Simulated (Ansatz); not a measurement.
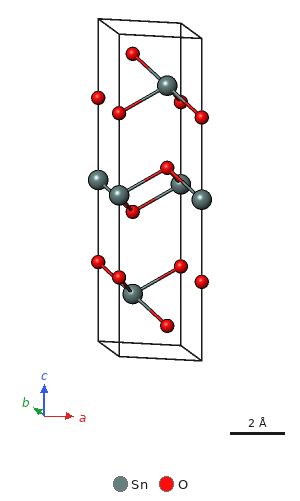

Normal modes of a crystal of SnO$_{2}$, space group R-3m (No. 166), at the zone centre. Style: ball-and-stick. Shown: the conventional cell (3 times the calculation's cell), slightly off an axis. Lengths and directions refer to the drawn axes.

All numbers below come from Ansatz, DFT LDA, scalar-relativistic, plane waves, PAW. Settings: plane-wave cutoff 420 eV; k-point mesh 12 × 12 × 12; occupations gaussian; smearing width 0.05 eV; no spin polarisation.

Frequencies are those without the non-analytic (LO–TO) term.

Question: Give the spectrum at this point.

Answer: The calculation's cell holds 3 atoms, so there are 6 optical modes, in 4 levels. The optical modes span A₂u + E_u + E_g + A₁g. No level is unstable.

```json
{"level": "1", "symmetry": "A₂u", "frequency (cm⁻¹)": "411", "activity": "infrared-active"}
{"level": "2", "symmetry": "E_u", "frequency (cm⁻¹)": "412", "activity": "infrared-active"}
{"level": "3", "symmetry": "E_g", "frequency (cm⁻¹)": "474", "activity": "Raman-active"}
{"level": "4", "symmetry": "A₁g", "frequency (cm⁻¹)": "516", "activity": "Raman-active"}
```

The displacement patterns (one member of each degenerate set):

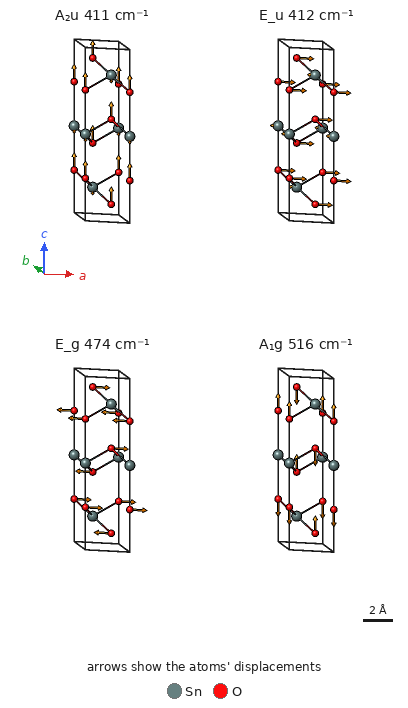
